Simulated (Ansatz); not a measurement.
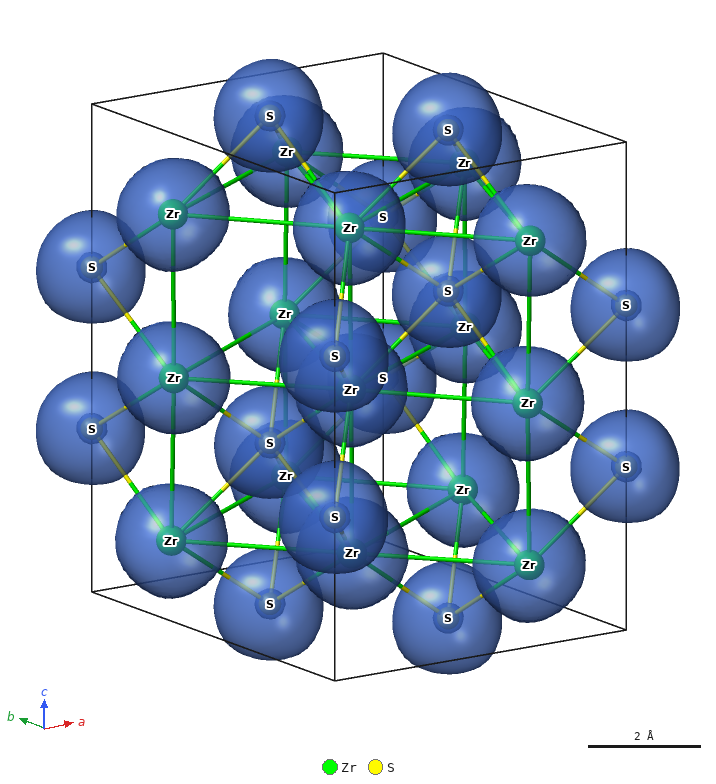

The picture shows: Zr3S2. Isosurface of the valence pseudo-density at 0.6 e/Å³ (blue), seen at an oblique angle. Sticks mark near contacts.

Space group R32; a structure from a database of computed crystals, not necessarily the ambient phase; changed on purpose from its base cell (strain -0.025 along x and y, -0.050 along z, atoms carried along); not relaxed (largest force 0.3 eV/Å); computed pressure about 17 GPa in this cell.

These are results of Ansatz, DFT PBEsol, scalar-relativistic, plane waves, PAW, not measurements.

In a PAW calculation such maps are meaningful between the atoms, not at the nuclei.

**How is the density connected at this value?**

At this value the density breaks into separate islands; it holds about 65 % of the electrons treated as valence (semicore included). It bridges none of the near contacts. It is pinched off along the sampled Zr–S (2.48 Å), Zr–Zr (3.20 Å) and Zr–Zr (3.26 Å) contacts. On the grid the lowest density along these lines, outside the cores, is 0.45 e/Å³ (Zr–S, 2.48 Å), 0.19 e/Å³ (Zr–Zr, 3.20 Å) and 0.19 e/Å³ (Zr–Zr, 3.26 Å).

**Does the calculation give a band gap?**

It is metallic or semimetallic at this level of theory: no gap opens.
